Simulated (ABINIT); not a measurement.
Run report: Ti, single-point calculation (part 2 of 3)

Continued. System: Ti (2 atoms in the cell). Method: Kohn-Sham DFT of a periodic cell, PBE, SG15 NC PBE v1.2, no spin polarisation (ABINIT 10.8.3); cutoff 707.5 eV, 6×6×4 k-mesh, methfessel-paxton of 0.136 eV. The structure derives from an entry of the Crystallography Open Database.

Geometry of the input (Å; fractional positions):
```
2.9500  0.0000  0.0000
-1.4750  2.5548  0.0000
0.0000  0.0000  4.6800
Ti 0.6862  0.3269  0.7485
Ti 0.3380  0.6729  0.2487
```

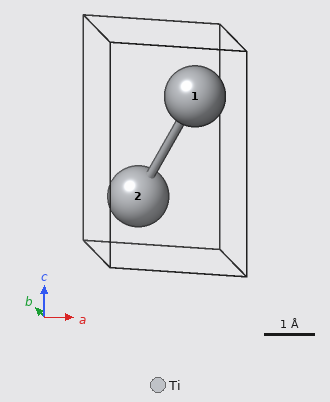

**Figure 1.** The structure (ball-and-stick view of the cell of the calculation, seen slightly off an axis; atoms are numbered from 1 in the order of the input). An atom can appear more than once, as a periodic image.

Log, continued
```
   0.1667  0.3333  0.2500    1  1.12161E-05 kpt; spin; max resid(k); each band:
  1.00E-15 9.45E-16 5.13E-16 3.01E-16 5.52E-16 3.37E-16 7.50E-16 5.94E-16
  5.77E-16 8.46E-16 5.97E-16 1.64E-15 2.00E-14 5.20E-12 8.32E-10 1.12E-05
   0.3333  0.3333  0.2500    1  2.84418E-06 kpt; spin; max resid(k); each band:
  8.08E-16 9.23E-16 2.58E-16 1.03E-15 8.43E-16 7.75E-16 1.01E-15 2.97E-16
  7.92E-16 7.63E-16 6.94E-16 1.06E-15 3.30E-15 1.99E-13 2.60E-09 2.84E-06
   0.5000  0.3333  0.2500    1  7.81982E-05 kpt; spin; max resid(k); each band:
  7.03E-16 7.25E-16 8.39E-16 6.58E-16 4.72E-16 9.52E-16 3.07E-16 1.57E-16
  6.82E-16 4.48E-16 4.08E-16 1.20E-15 1.98E-13 8.21E-12 4.14E-09 7.82E-05
  -0.3333  0.3333  0.2500    1  7.38431E-05 kpt; spin; max resid(k); each band:
  9.75E-16 7.23E-16 6.63E-16 6.26E-16 4.48E-16 4.65E-16 5.22E-16 4.61E-16
  6.12E-16 6.38E-16 5.72E-16 2.36E-14 2.05E-10 2.26E-09 5.41E-09 7.38E-05
  -0.1667  0.3333  0.2500    1  6.18685E-06 kpt; spin; max resid(k); each band:
  1.01E-15 5.97E-16 4.52E-16 5.09E-16 5.77E-16 6.63E-16 4.70E-16 9.11E-16
  5.73E-16 8.30E-16 6.65E-16 7.70E-16 3.61E-11 4.86E-11 6.23E-09 6.19E-06
   0.0000  0.5000  0.2500    1  1.07233E-05 kpt; spin; max resid(k); each band:
  9.04E-16 1.00E-15 4.25E-16 3.96E-16 5.97E-16 4.56E-16 5.99E-16 2.92E-16
  9.49E-16 7.75E-16 9.21E-16 1.44E-15 1.37E-11 6.63E-12 2.63E-11 1.07E-05
   0.1667  0.5000  0.2500    1  1.76243E-06 kpt; spin; max resid(k); each band:
  8.04E-16 9.11E-16 4.36E-16 4.48E-16 9.93E-16 8.49E-16 2.69E-16 4.00E-16
  7.55E-16 7.22E-16 1.22E-15 3.49E-15 6.83E-13 7.75E-12 7.24E-10 1.76E-06
   0.3333  0.5000  0.2500    1  4.19976E-06 kpt; spin; max resid(k); each band:
  6.60E-16 7.57E-16 7.47E-16 9.01E-16 5.34E-16 4.71E-16 8.47E-16 1.59E-16
  7.29E-16 7.58E-16 4.96E-16 2.13E-15 3.45E-13 3.42E-12 8.12E-10 4.20E-06
   0.5000  0.5000  0.2500    1  1.63620E-05 kpt; spin; max resid(k); each band:
  8.76E-16 5.69E-16 8.83E-16 8.71E-16 8.17E-16 4.61E-16 7.56E-16 4.60E-16
  6.99E-16 7.06E-16 6.75E-16 6.53E-16 2.44E-12 6.06E-12 2.75E-12 1.64E-05
  -0.3333  0.5000  0.2500    1  4.79883E-05 kpt; spin; max resid(k); each band:
  1.15E-15 6.53E-16 9.17E-16 8.55E-16 8.77E-16 2.22E-16 2.93E-16 9.03E-16
  5.34E-16 5.40E-16 7.44E-16 1.44E-15 1.66E-12 4.65E-11 4.33E-10 4.80E-05
  -0.1667  0.5000  0.2500    1  7.07852E-05 kpt; spin; max resid(k); each band:
  1.07E-15 7.82E-16 3.43E-16 5.94E-16 3.11E-16 3.38E-16 8.09E-16 6.53E-16
  5.77E-16 9.47E-16 6.08E-16 1.71E-15 1.49E-12 4.42E-11 2.01E-09 7.08E-05
   0.0000 -0.3333  0.2500    1  4.24103E-05 kpt; spin; max resid(k); each band:
  9.52E-16 8.80E-16 3.27E-16 3.14E-16 3.43E-16 3.20E-16 3.85E-16 3.54E-16
  5.71E-16 8.71E-16 1.14E-15 2.02E-14 3.88E-11 1.25E-09 4.25E-10 4.24E-05
   0.1667 -0.3333  0.2500    1  6.55845E-05 kpt; spin; max resid(k); each band:
  9.24E-16 8.48E-16 5.63E-16 4.45E-16 5.68E-16 4.96E-16 3.33E-16 1.82E-16
  5.98E-16 1.36E-15 1.24E-15 1.14E-15 9.55E-11 7.92E-10 6.55E-08 6.56E-05
   0.3333 -0.3333  0.2500    1  8.25552E-05 kpt; spin; max resid(k); each band:
  8.47E-16 6.41E-16 7.27E-16 9.22E-16 8.11E-16 4.60E-16 7.21E-16 4.68E-16
  6.24E-16 8.45E-16 4.66E-16 2.31E-13 4.43E-10 2.87E-09 8.50E-10 8.26E-05
   0.5000 -0.3333  0.2500    1  1.81410E-05 kpt; spin; max resid(k); each band:
  9.45E-16 6.26E-16 7.94E-16 6.68E-16 6.56E-16 2.41E-16 2.76E-16 9.84E-16
  5.73E-16 7.62E-16 6.11E-16 2.39E-15 9.43E-14 2.29E-12 1.53E-10 1.81E-05
  -0.3333 -0.3333  0.2500    1  1.67799E-04 kpt; spin; max resid(k); each band:
  1.17E-15 7.36E-16 9.77E-16 3.40E-16 7.16E-16 7.41E-16 3.39E-16 9.94E-16
  1.36E-15 7.87E-16 7.94E-16 7.51E-16 2.16E-14 3.74E-14 1.66E-08 1.68E-04
  -0.1667 -0.3333  0.2500    1  4.48200E-06 kpt; spin; max resid(k); each band:
  8.51E-16 1.05E-15 3.21E-16 5.30E-16 5.48E-16 8.22E-16 2.77E-16 5.48E-16
  7.34E-16 6.80E-16 1.15E-15 1.51E-15 3.51E-14 2.88E-13 4.16E-10 4.48E-06
   0.0000 -0.1667  0.2500    1  1.03370E-05 kpt; spin; max resid(k); each band:
  8.67E-16 7.83E-16 6.30E-16 3.51E-16 3.73E-16 4.40E-16 2.93E-16 3.59E-16
  6.11E-16 5.02E-16 1.70E-13 9.82E-11 3.61E-08 2.86E-07 4.11E-07 1.03E-05
   0.1667 -0.1667  0.2500    1  7.59593E-06 kpt; spin; max resid(k); each band:
  7.60E-16 7.49E-16 8.15E-16 5.45E-16 9.66E-16 4.66E-16 3.41E-16 4.73E-16
  6.02E-16 5.40E-16 6.48E-13 1.76E-10 1.93E-08 2.00E-07 6.07E-08 7.60E-06
   0.3333 -0.1667  0.2500    1  2.76853E-06 kpt; spin; max resid(k); each band:
  7.14E-16 5.60E-16 9.54E-16 6.45E-16 6.78E-16 5.73E-16 4.89E-16 9.00E-16
  6.07E-16 7.93E-16 4.73E-16 3.63E-15 5.61E-11 1.24E-10 6.11E-10 2.77E-06
   0.5000 -0.1667  0.2500    1  8.32213E-05 kpt; spin; max resid(k); each band:
  1.00E-15 8.13E-16 7.02E-16 5.93E-16 2.84E-16 7.65E-16 2.98E-16 5.15E-16
  5.55E-16 8.00E-16 7.80E-16 2.36E-15 2.44E-13 4.71E-12 7.74E-10 8.32E-05
  -0.3333 -0.1667  0.2500    1  2.99739E-07 kpt; spin; max resid(k); each band:
  8.65E-16 8.57E-16 3.88E-16 6.85E-16 2.82E-16 2.85E-16 8.02E-16 3.71E-16
  7.67E-16 1.19E-15 5.94E-16 5.42E-15 7.37E-14 2.61E-13 3.26E-09 3.00E-07
  -0.1667 -0.1667  0.2500    1  1.54801E-07 kpt; spin; max resid(k); each band:
  9.90E-16 7.56E-16 3.30E-16 8.48E-16 8.10E-16 7.59E-16 8.37E-16 3.90E-16
  5.88E-16 8.90E-16 8.21E-16 3.04E-15 1.40E-11 4.21E-11 1.47E-08 1.55E-07
   0.0000  0.0000  0.5000    1  1.13188E-09 kpt; spin; max resid(k); each band:
  5.13E-16 1.02E-15 7.54E-16 6.85E-16 4.72E-16 4.73E-16 9.07E-16 8.18E-16
  3.39E-16 3.18E-16 2.27E-14 9.03E-13 8.30E-11 1.13E-10 1.13E-09 1.63E-10
   0.1667  0.0000  0.5000    1  1.02741E-09 kpt; spin; max resid(k); each band:
  4.82E-16 1.08E-15 7.03E-16 7.67E-16 3.89E-16 6.15E-16 7.82E-16 7.91E-16
  3.03E-16 2.83E-16 4.08E-14 4.08E-13 1.34E-10 1.42E-11 1.03E-09 8.17E-10
   0.3333  0.0000  0.5000    1  1.69735E-08 kpt; spin; max resid(k); each band:
  6.22E-16 1.11E-15 6.95E-16 6.28E-16 7.65E-16 7.10E-16 6.25E-16 6.86E-16
  7.04E-16 7.53E-16 3.94E-16 5.62E-16 3.69E-12 2.26E-12 1.70E-08 4.23E-12
   0.5000  0.0000  0.5000    1  1.40097E-09 kpt; spin; max resid(k); each band:
  8.02E-16 9.48E-16 8.94E-16 2.67E-16 6.24E-16 4.46E-16 3.91E-16 5.37E-16
  7.89E-16 1.04E-15 6.05E-16 7.55E-16 1.74E-13 4.41E-12 3.37E-10 1.40E-09
   0.0000  0.1667  0.5000    1  8.03864E-09 kpt; spin; max resid(k); each band:
  6.40E-16 9.63E-16 7.14E-16 6.17E-16 2.67E-16 3.79E-16 3.87E-16 2.44E-16
  3.12E-16 3.11E-16 2.50E-13 4.74E-13 9.67E-11 6.70E-11 2.53E-09 8.04E-09
   0.1667  0.1667  0.5000    1  4.05717E-09 kpt; spin; max resid(k); each band:
  7.82E-16 1.11E-15 5.71E-16 6.00E-16 5.37E-16 5.53E-16 4.22E-16 9.26E-16
  3.41E-16 2.58E-16 3.58E-16 9.18E-15 1.21E-12 9.08E-14 7.23E-10 4.06E-09
   0.3333  0.1667  0.5000    1  1.25067E-08 kpt; spin; max resid(k); each band:
  8.77E-16 1.05E-15 8.90E-16 2.95E-16 7.07E-16 8.04E-16 4.09E-16 4.06E-16
  8.51E-16 8.12E-16 3.42E-16 1.24E-15 2.84E-14 7.31E-14 4.16E-09 1.25E-08
   0.5000  0.1667  0.5000    1  7.11389E-09 kpt; spin; max resid(k); each band:
  6.41E-16 9.89E-16 6.39E-16 5.29E-16 5.31E-16 9.56E-16 4.27E-16 3.24E-16
  5.21E-16 8.91E-16 4.18E-16 9.20E-16 3.88E-14 1.40E-14 3.78E-09 7.11E-09
  -0.3333  0.1667  0.5000    1  1.71362E-08 kpt; spin; max resid(k); each band:
  4.40E-16 1.01E-15 6.49E-16 9.00E-16 4.40E-16 1.01E-15 4.84E-16 3.09E-16
  2.56E-16 3.88E-16 6.38E-16 1.37E-14 2.12E-12 1.37E-12 1.71E-08 9.92E-09
  -0.1667  0.1667  0.5000    1  1.63124E-09 kpt; spin; max resid(k); each band:
  5.10E-16 9.82E-16 8.07E-16 7.29E-16 4.69E-16 1.01E-15 4.66E-16 4.75E-16
  3.42E-16 3.14E-16 1.63E-13 3.59E-13 2.45E-14 1.83E-14 1.63E-09 4.22E-13
   0.0000  0.3333  0.5000    1  9.45755E-09 kpt; spin; max resid(k); each band:
  8.77E-16 9.39E-16 5.18E-16 4.69E-16 6.78E-16 5.50E-16 4.25E-16 1.57E-16
  8.74E-16 6.94E-16 5.89E-16 1.45E-15 2.83E-12 8.12E-13 9.46E-09 2.10E-11
   0.1667  0.3333  0.5000    1  1.05769E-08 kpt; spin; max resid(k); each band:
  1.00E-15 9.20E-16 2.80E-16 5.95E-16 9.75E-16 3.23E-16 6.38E-16 4.91E-16
  8.80E-16 6.99E-16 8.70E-16 3.18E-15 6.75E-15 1.18E-13 1.06E-08 1.28E-10
   0.3333  0.3333  0.5000    1  7.31161E-09 kpt; spin; max resid(k); each band:
  8.70E-16 9.10E-16 6.86E-16 4.19E-16 7.54E-16 7.72E-16 4.31E-16 5.52E-16
  8.40E-16 7.09E-16 9.24E-16 9.41E-16 2.70E-15 8.08E-16 5.78E-10 7.31E-09
   0.5000  0.3333  0.5000    1  6.56260E-09 kpt; spin; max resid(k); each band:
  5.69E-16 8.68E-16 7.09E-16 9.42E-16 3.95E-16 6.54E-16 8.36E-16 2.18E-16
  6.90E-16 7.82E-16 1.23E-15 8.75E-16 5.15E-14 1.96E-13 3.47E-09 6.56E-09
  -0.3333  0.3333  0.5000    1  3.98574E-08 kpt; spin; max resid(k); each band:
  4.61E-16 8.44E-16 7.84E-16 9.57E-16 7.92E-16 7.17E-16 4.55E-16 4.77E-16
  7.13E-16 7.11E-16 3.21E-16 6.73E-16 7.89E-13 5.37E-12 1.42E-08 3.99E-08
  -0.1667  0.3333  0.5000    1  4.57482E-09 kpt; spin; max resid(k); each band:
  6.94E-16 8.32E-16 8.21E-16 6.46E-16 1.01E-15 6.00E-16 3.47E-16 7.97E-16
  3.63E-16 4.40E-16 5.05E-16 8.95E-16 7.92E-13 1.06E-13 4.57E-09 3.94E-09
   0.0000  0.5000  0.5000    1  3.92147E-05 kpt; spin; max resid(k); each band:
  1.02E-15 8.68E-16 1.86E-16 2.88E-16 3.24E-16 2.43E-16 4.44E-16 1.95E-16
  9.36E-16 9.09E-16 2.80E-15 1.56E-15 1.39E-08 3.04E-09 1.47E-07 3.92E-05
   0.1667  0.5000  0.5000    1  3.11635E-09 kpt; spin; max resid(k); each band:
  9.07E-16 8.00E-16 5.14E-16 3.32E-16 9.53E-16 5.01E-16 4.53E-16 7.55E-16
  9.43E-16 6.69E-16 1.01E-15 1.21E-15 4.45E-14 5.76E-14 2.19E-09 3.12E-09
   0.3333  0.5000  0.5000    1  5.55414E-08 kpt; spin; max resid(k); each band:
  6.93E-16 8.42E-16 9.50E-16 8.62E-16 8.28E-16 4.51E-16 2.64E-16 1.04E-15
  8.12E-16 8.42E-16 4.84E-16 2.79E-15 5.95E-14 7.28E-14 8.28E-09 5.55E-08
   0.5000  0.5000  0.5000    1  2.01802E-07 kpt; spin; max resid(k); each band:
  4.73E-16 7.34E-16 8.04E-16 3.21E-16 3.48E-16 5.25E-16 4.45E-16 4.80E-16
  8.21E-16 6.08E-16 6.39E-16 6.51E-16 9.78E-11 1.01E-10 2.67E-08 2.02E-07
 reduced coordinates (array xred) for    2 atoms
       0.686162000000      0.326880000000      0.748487000000
       0.337973000000      0.672908000000      0.248730000000
 rms dE/dt=  7.0873E-03; max dE/dt=  8.8456E-03; dE/dt below (all hartree)
    1       0.008845616540     -0.008477296202     -0.000762868751
    2      -0.008845616540      0.008477296202      0.000762868751

 cartesian coordinates (angstrom) at end:
    1      1.54202989893249     0.83510483222427     3.50291915760433
    2      0.00448104997912     1.71912849499011     1.16405639920389

 cartesian forces (hartree/bohr) at end:
    1     -0.00158674531840     0.00083981668235     0.00008625913634
    2      0.00158674531840    -0.00083981668235    -0.00008625913634
 frms,max,avg= 1.0377047E-03 1.5867453E-03   0.000E+00  0.000E+00  0.000E+00 h/b

 cartesian forces (eV/Angstrom) at end:
    1     -0.08159372488560     0.04318511013698     0.00443562313255
    2      0.08159372488560    -0.04318511013698    -0.00443562313255
 frms,max,avg= 5.3360923E-02 8.1593725E-02   0.000E+00  0.000E+00  0.000E+00 e/A
 length scales=  5.574692067600  5.574692067700  8.843918263200 bohr
              =  2.949999997974  2.949999998027  4.679999996799 angstroms
 Fermi (or HOMO) energy (eV) =   8.27711   Average Vxc (eV)= -11.47549
 Eigenvalues (   eV  ) for nkpt=  76  k points:
 kpt#   1, nband= 16, wtk=  0.00694, kpt=  0.0000  0.0000  0.0000 (reduced coord)
 -48.66839  -48.53915  -25.24742  -24.64250  -24.62483  -24.57012  -24.54570  -24.53100
   2.03715    5.55199    8.89451    8.94561    9.01302    9.04040    9.45294    9.56748
 kpt#   2, nband= 16, wtk=  0.01389, kpt=  0.1667  0.0000  0.0000 (reduced coord)
 -48.64359  -48.53021  -25.18982  -24.74932  -24.66575  -24.65026  -24.59660  -24.55646
   2.78149    6.10190    7.92266    8.18200    9.09130    9.38576    9.54447    9.58421
 kpt#   3, nband= 16, wtk=  0.01389, kpt=  0.3333  0.0000  0.0000 (reduced coord)
 -48.58865  -48.51726  -25.04811  -24.97247  -24.86902  -24.73495  -24.67571  -24.59073
   4.59144    6.53482    6.84044    7.59336    8.89505    8.95279    8.97984   10.82967
 kpt#   4, nband= 16, wtk=  0.00694, kpt=  0.5000  0.0000  0.0000 (reduced coord)
 -48.55324  -48.51861  -25.08508  -24.97319  -24.93600  -24.76773  -24.75633  -24.60908
   5.91338    6.08489    6.44610    7.54007    8.68242    8.73751    9.31228   11.52013
 kpt#   5, nband= 16, wtk=  0.01389, kpt=  0.0000  0.1667  0.0000 (reduced coord)
 -48.64364  -48.53017  -25.19005  -24.74889  -24.66617  -24.65062  -24.59636  -24.55607
   2.78139    6.10090    7.91891    8.18455    9.09183    9.38361    9.52445    9.57926
 kpt#   6, nband= 16, wtk=  0.01389, kpt=  0.1667  0.1667  0.0000 (reduced coord)
 -48.60287  -48.52005  -25.08607  -24.87077  -24.84892  -24.69684  -24.65357  -24.61690
   4.09676    6.78910    7.14432    7.43473    8.67810    8.96730    9.41270    9.97947
 kpt#   7, nband= 16, wtk=  0.01389, kpt=  0.3333  0.1667  0.0000 (reduced coord)
 -48.55374  -48.51804  -25.02565  -24.93920  -24.93568  -24.80436  -24.75315  -24.67375
   5.87654    6.60050    6.60995    7.26728    8.44590    8.80553    9.32799   10.90940
 kpt#   8, nband= 16, wtk=  0.01389, kpt=  0.5000  0.1667  0.0000 (reduced coord)
 -48.55666  -48.51514  -25.02666  -24.95377  -24.93282  -24.80655  -24.73822  -24.67297
   5.87286    6.57825    6.63062    7.24196    8.45832    8.80632    9.27356   10.95537
 kpt#   9, nband= 16, wtk=  0.01389, kpt= -0.3333  0.1667  0.0000 (reduced coord)
 -48.60552  -48.51746  -25.09898  -24.86129  -24.85583  -24.70473  -24.64005  -24.61052
   4.09192    6.75746    7.06943    7.46326    8.76619    8.88381    9.37526   10.07975
 kpt#  10, nband= 16, wtk=  0.01389, kpt= -0.1667  0.1667  0.0000 (reduced coord)
 -48.64464  -48.52920  -25.19478  -24.73945  -24.67691  -24.65653  -24.59133  -24.54833
   2.77934    6.07847    7.85109    8.22959    9.10512    9.38679    9.47315    9.63812
 kpt#  11, nband= 16, wtk=  0.01389, kpt=  0.0000  0.3333  0.0000 (reduced coord)
 -48.58888  -48.51703  -25.04922  -24.97245  -24.86886  -24.73521  -24.67455  -24.59057
   4.59059    6.53212    6.83331    7.59468    8.90068    8.95671    8.98577   10.80584
 kpt#  12, nband= 16, wtk=  0.01389, kpt=  0.1667  0.3333  0.0000 (reduced coord)
 -48.55404  -48.51774  -25.02574  -24.94069  -24.93552  -24.80442  -24.75162  -24.67373
   5.87508    6.59559    6.60881    7.26773    8.44814    8.81158    9.33200   10.94154
 kpt#  13, nband= 16, wtk=  0.01389, kpt=  0.3333  0.3333  0.0000 (reduced coord)
 -48.53241  -48.52232  -25.00052  -24.89736  -24.89521  -24.86369  -24.81226  -24.78389
   6.55964    6.81654    6.83124    6.91462    8.35910    8.49670    9.67330   11.25860
 kpt#  14, nband= 16, wtk=  0.01389, kpt=  0.5000  0.3333  0.0000 (reduced coord)
 -48.56179  -48.51008  -25.02865  -24.97936  -24.92841  -24.81010  -24.71196  -24.67070
   5.84116    6.48553    6.59276    7.25868    8.45752    8.95804    9.38118   10.89056
 kpt#  15, nband= 16, wtk=  0.01389, kpt= -0.3333  0.3333  0.0000 (reduced coord)
 -48.59334  -48.51267  -25.07116  -24.97264  -24.86488  -24.74247  -24.65168  -24.58547
   4.57311    6.46618    6.70577    7.61862    8.87229    9.06634    9.20877   10.81986
 kpt#  16, nband= 16, wtk=  0.01389, kpt= -0.1667  0.3333  0.0000 (reduced coord)
 -48.60564  -48.51735  -25.09958  -24.86074  -24.85615  -24.70521  -24.63943  -24.61022
   4.09168    6.75630    7.06568    7.46504    8.77298    8.87901    9.37124   10.07658
 kpt#  17, nband= 16, wtk=  0.00694, kpt=  0.0000  0.5000  0.0000 (reduced coord)
 -48.55386  -48.51800  -25.08527  -24.97279  -24.93909  -24.76793  -24.75319  -24.60898
   5.90795    6.08596    6.43762    7.54203    8.69002    8.74421    9.31580   11.67167
 kpt#  18, nband= 16, wtk=  0.01389, kpt=  0.1667  0.5000  0.0000 (reduced coord)
 -48.55705  -48.51476  -25.02679  -24.95571  -24.93243  -24.80679  -24.73624  -24.67289
   5.87117    6.57226    6.63055    7.24152    8.46314    8.81034    9.27454   10.94653
 kpt#  19, nband= 16, wtk=  0.01389, kpt=  0.3333  0.5000  0.0000 (reduced coord)
 -48.56189  -48.50998  -25.02870  -24.97988  -24.92820  -24.81029  -24.71143  -24.67066
   5.84094    6.48445    6.59377    7.25781    8.45946    8.95667    9.37812   10.89064
 kpt#  20, nband= 16, wtk=  0.00694, kpt=  0.5000  0.5000  0.0000 (reduced coord)
 -48.56383  -48.50816  -25.08929  -24.98902  -24.96460  -24.77411  -24.70201  -24.60481
   5.80815    6.08648    6.28639    7.57899    8.65401    9.02357    9.41953   11.67311
 kpt#  21, nband= 16, wtk=  0.01389, kpt=  0.0000  0.0000  0.2500 (reduced coord)
 -48.64966  -48.55829  -25.15161  -24.67376  -24.62626  -24.61232  -24.55721  -24.54743
   2.54503    5.19082    8.31491    8.78650    8.81945    8.85368    9.19812    9.27291
 kpt#  22, nband= 16, wtk=  0.01389, kpt=  0.1667  0.0000  0.2500 (reduced coord)
 -48.62714  -48.54697  -25.11875  -24.75495  -24.71532  -24.65004  -24.60128  -24.57222
   3.24638    5.78310    7.56561    8.28951    8.70558    9.17135    9.19909    9.61131
 kpt#  23, nband= 16, wtk=  0.01389, kpt=  0.3333  0.0000  0.2500 (reduced coord)
```
